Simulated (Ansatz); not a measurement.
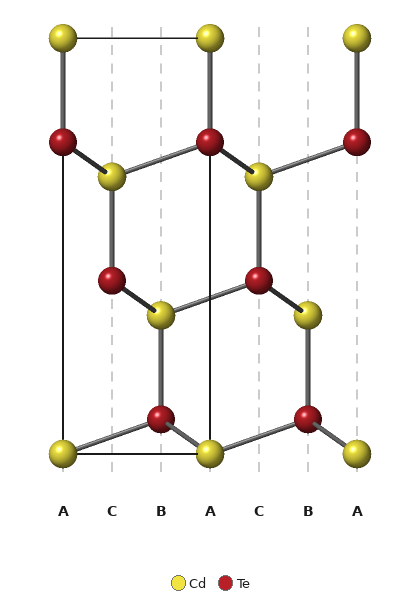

The picture looks along a close-packed row of the hexagonal mesh; [111] points upwards. The dashed lines mark the three columns A (0, 0), B (1/3, 2/3) and C (2/3, 1/3). The box is the hexagonal cell of the face-centred cubic lattice. The sequence starts with the first layer at or above the cell's origin.

The compound is CdTe (space group F-43m, No. 216), taken as a calculation's input that goes back to an entry of the Crystallography Open Database (an earlier step may have relaxed or displaced it).

**List the layers of one repeat.**

Cd(A) – Te(B) – Cd(B) – Te(C) – Cd(C) – Te(A) (six layers in 11.36 Å).

**How are the Te layers alone stacked?**

Te layers alone: BCA, the cubic close-packed type.

**Which positions between or in the Te layers do the other atoms fill?**

Cd: three tetrahedral sites in each hexagonal cell.

**What short polytype symbol fits?**

Polytype symbol 3C, the symbol of a tetrahedral polytype (number of double layers in the repeat and lattice).
